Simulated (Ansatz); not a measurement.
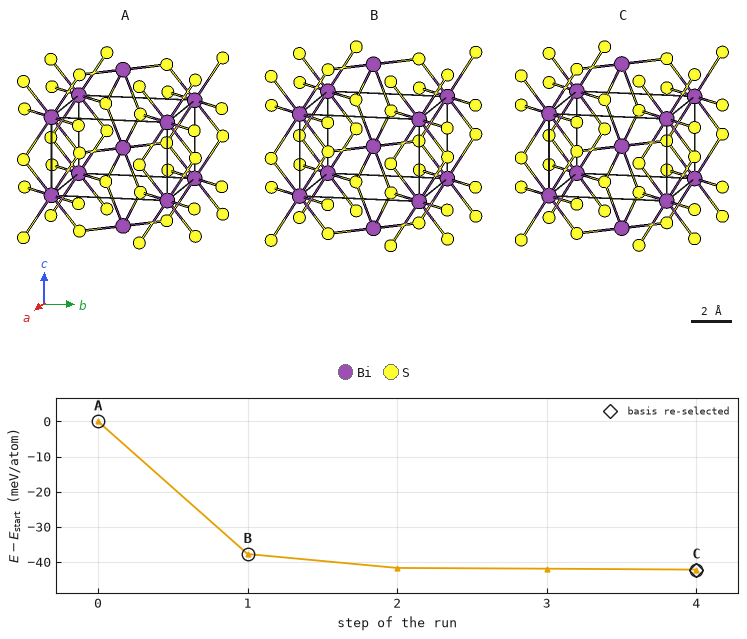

Frames of a relaxation of a crystal of BiS2 (built on the MgH2-136 type type), marked on the history of the run. The picture is a ball-and-stick view of the cell of the calculation, seen slightly off an axis.

Computed with Ansatz, DFT, PBEsol, plane waves, PAW.

Input file:
```yaml
crystal:
  lattice:
    - [6.06491275, 0.0, 0.0]
    - [0.0, 6.06491275, 0.0]
    - [0.0, 0.0, 4.05421407]
  atoms:
    - { symbol: Bi, position: [0.5, 0.5, 0.5] }
    - { symbol: Bi, position: [0.0, 0.0, 0.0] }
    - { symbol: S, position: [0.695572, 0.695572, 0.0] }
    - { symbol: S, position: [0.804428, 0.195572, 0.5] }
    - { symbol: S, position: [0.304428, 0.304428, 0.0] }
    - { symbol: S, position: [0.195572, 0.804428, 0.5] }
kpoints:
  mp_grid: { grid: [4, 4, 6] }
hamiltonian:
  xc: pbesol
scf:
  occupations: { method: fermi_dirac, width: 0.03 }
relax:
  f_tol: 0.01
  cell: {}
  max_steps: 120
output:
  write_density: true
  write_potential: true
  elf: true
  volumetric_format: npy
```

Command:
```bash
ansatz run input.yaml --threads 2 --pin off --max-ram 2211MiB --backend cpu --events-out ev --progress --plain --runs-dir out
```

### What happens along the run?

The largest moves relative to the cell, 0.040 Å, are those of S3, S4, S5 and S6. S5 goes along [1 1 0]. Bi stays in place. The drawn cell changes as follows: a = b 6.065 → 6.162 Å (+1.6 %), c 4.054 → 4.258 Å (+5.0 %); the volume changes by +8.4 %. Near-neighbour distances that change, for instance: Bi1–S4 2.611 → 2.693 Å, Bi1–S3 2.631 → 2.702 Å. Bond angles that change, for instance: S3–Bi1–S3 100.8° → 104.0°, Bi1–S3–Bi1 100.8° → 104.0°, S3–Bi1–S5 79.2° → 76.0°. The space group stays P4_2/mnm (No. 136). The energy falls by 42.1 meV per atom in 3 accepted moves (4 points after the start). Largest force component: 0.042 eV/Å at the start, 0.0016 eV/Å at the end. Pressure: 6.16 GPa at the start and −0.01 GPa at the end. The SCF was repeated once at an unchanged geometry on a basis and grid sized afresh for the cell, which shifted the energy by 0.3 meV per atom at most. Cost: 22 s on 2 threads of Arm Neoverse V1, on a shared host, peak memory 0.48 GiB. From step 0 to 1: S atoms move most (0.03 Å), volume +11.7 %, energy −37.7 meV per atom. From step 1 to 4: volume −2.9 %, energy −4.4 meV per atom.

| step | E − E(0), meV/atom | largest force component, eV/Å | pressure, GPa | volume, Å³/atom | note |
| --- | --- | --- | --- | --- | --- |
| 0 | 0.00 | 0.0416 | 6.16 | 24.854 |  |
| 1 | -37.71 | 0.0339 | -1.51 | 27.750 |  |
| 2 | -41.67 | 0.0065 | -0.26 | 27.097 |  |
| 3 | -41.88 | 0.0015 | 0.00 | 26.949 |  |
| 4 | -42.15 | 0.0016 | -0.01 | 26.949 | same geometry, new basis |
